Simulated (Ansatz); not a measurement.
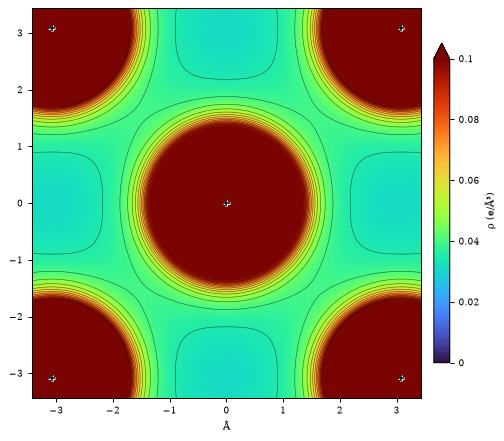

The valence pseudo-density on a plane through atoms (crosses mark nuclei in the plane).

Method: Ansatz, Kohn-Sham DFT of a periodic cell, LDA, Ansatz PAW.

Candidates:
A. Cd2S, a = 3.88 Å, b = 3.88 Å, c = 5.69 Å, α = 90.00°, β = 90.00°, γ = 120.00°. Space group P3m1; a structure from a database of computed crystals, not necessarily the ambient phase; computed pressure about −3 GPa in this cell.
B. Sr, a = 6.16 Å, b = 6.16 Å, c = 6.16 Å, α = 90.00°, β = 90.00°, γ = 90.00°. Space group Fm-3m.
C. Li2O, a = 4.65 Å, b = 4.65 Å, c = 4.65 Å, α = 90.00°, β = 90.00°, γ = 90.00°. Space group Fm-3m; a structure from a database of computed crystals, not necessarily the ambient phase; computed pressure about −8 GPa in this cell.

**Which candidate gave the map?**

Candidate B: Sr on the (100) plane of the conventional cell, which holds Sr. Sr–Sr (4.36 Å): ρ at the midpoint is about 0.04 e/Å³.
